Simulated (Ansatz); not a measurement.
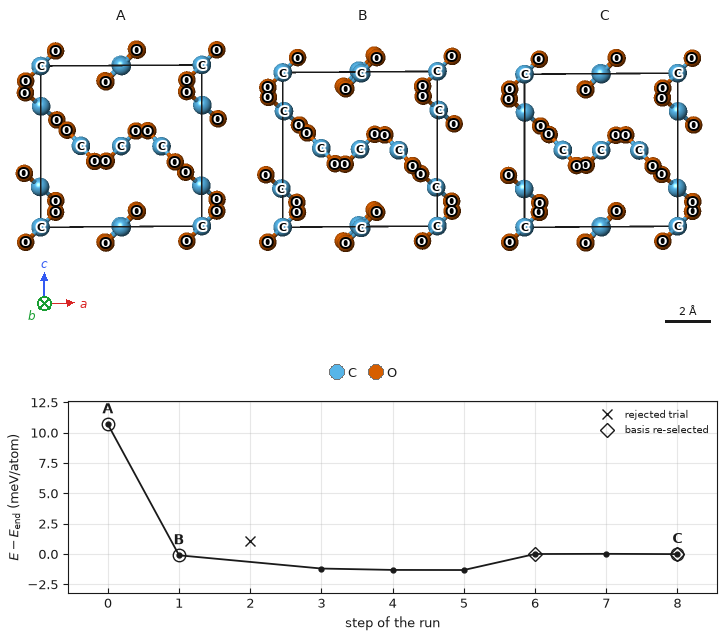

Frames of a relaxation of a crystal of CO₂ (built on the database structure type), marked on the history of the run. The picture is a ball-and-stick view of the cell of the calculation, seen along the b axis.

Method: Ansatz, DFT, r2SCAN+rVV10, plane waves, PAW.

Input
```yaml
crystal:
  lattice:
    - [5.0909728007, 2.939274517, 4.2015342764]
    - [-5.0909728007, 2.939274517, 4.2015342764]
    - [0.0, -5.8785490339, 4.2015342764]
  atoms:
    - { symbol: C, position: [0.0, 0.0, 0.0] }
    - { symbol: C, position: [0.5, 0.5, 0.5] }
    - { symbol: C, position: [0.4967043783, 0.75, 0.0032956217] }
    - { symbol: C, position: [0.75, 0.0032956217, 0.4967043783] }
    - { symbol: C, position: [0.0032956217, 0.4967043783, 0.75] }
    - { symbol: C, position: [0.9967043783, 0.5032956217, 0.25] }
    - { symbol: C, position: [0.5032956217, 0.25, 0.9967043783] }
    - { symbol: C, position: [0.25, 0.9967043783, 0.5032956217] }
    - { symbol: O, position: [0.907249234, 0.907249234, 0.907249234] }
    - { symbol: O, position: [0.407249234, 0.407249234, 0.407249234] }
    - { symbol: O, position: [0.092750766, 0.092750766, 0.092750766] }
    - { symbol: O, position: [0.592750766, 0.592750766, 0.592750766] }
    - { symbol: O, position: [0.594357294, 0.6649036788, 0.1008170637] }
    - { symbol: O, position: [0.6649036788, 0.1008170637, 0.594357294] }
    - { symbol: O, position: [0.1008170637, 0.594357294, 0.6649036788] }
    - { symbol: O, position: [0.094357294, 0.6008170637, 0.1649036788] }
    - { symbol: O, position: [0.6008170637, 0.1649036788, 0.094357294] }
    - { symbol: O, position: [0.1649036788, 0.094357294, 0.6008170637] }
    - { symbol: O, position: [0.405642706, 0.3350963212, 0.8991829363] }
    - { symbol: O, position: [0.3350963212, 0.8991829363, 0.405642706] }
    - { symbol: O, position: [0.8991829363, 0.405642706, 0.3350963212] }
    - { symbol: O, position: [0.905642706, 0.3991829363, 0.8350963212] }
    - { symbol: O, position: [0.3991829363, 0.8350963212, 0.905642706] }
    - { symbol: O, position: [0.8350963212, 0.905642706, 0.3991829363] }
kpoints:
  mp_grid: { grid: [4, 4, 4] }
hamiltonian:
  xc: r2scan
  dispersion: rvv10
scf:
  occupations: { method: fermi_dirac, width: 0.02 }
relax:
  f_tol: 0.005
  cell: {}
```

What happens along the run?

After 5 accepted moves (8 points after the start) the energy has fallen by 10.7 meV per atom. The largest force component goes from 0.82 to 0.0029 eV/Å. Pressure: −3.12 GPa at the start and −0.01 GPa at the end. The line search rejected the trial step at point 2 of the run. At 2 points the geometry stayed and the basis and grid were re-selected for the new cell (energy shift of 1.3 meV per atom at most each time). The largest moves relative to the cell, 0.051 Å, are those of O9, O10, O11 and O12. O9 goes along [−1 −1 −1]. By element the largest moves are O 0.051 Å, C 0.003 Å. Cell: a = b = c 7.226 → 6.861 Å (−5.0 %). Volume −14.4 %. Some distances before and after: C1–O11 1.169 → 1.160 Å. The space group stays R-3c (No. 167). From step 0 to 1: O atoms move most (0.06 Å), volume −11.6 %, energy −10.8 meV per atom. From step 1 to 8: O atoms move most (0.05 Å), volume −3.1 %, energy +0.1 meV per atom.
